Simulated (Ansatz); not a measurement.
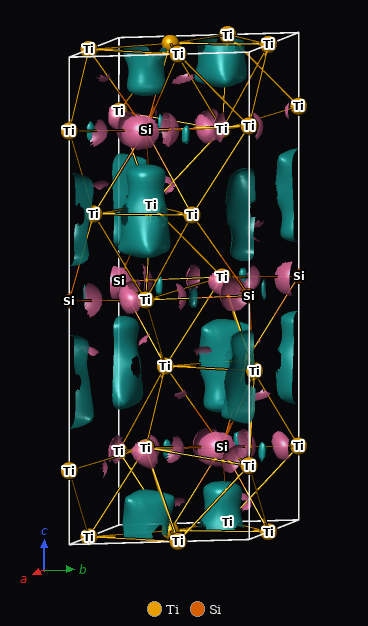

Figure 1: Ti$_{5}$Si. Density of the crystal less the sum of free-atom densities: teal surfaces at +0.04 and pink ones at −0.04 e/Å³, in the conventional cell seen slightly off an axis (the regions close to the nuclei are left out). Cores are masked to 1.0 Å (Ti) and 0.8 Å (Si).

Space group R32. The cell comes from a database of computed structures, not from a measurement.

All numbers below come from Ansatz, DFT PBE, scalar-relativistic, plane waves, PAW.

In a PAW calculation such maps are meaningful between the atoms, not at the nuclei.

Where does charge go when the atoms form this crystal?

Ti–Ti (2.69 Å): Δρ is +0.013 e/Å³ at the midpoint. Si–Ti (2.71 Å): Δρ is +0.017 e/Å³ at the midpoint, so little or no bond charge builds up halfway. Over the whole cell, outside the masked cores, the largest gain, 0.09 e/Å³, lies 1.6 Å from a titanium nucleus, and the largest loss lies at the edge of the masked core of Si. In all about 0.18 e an atom is rearranged against the free atoms.
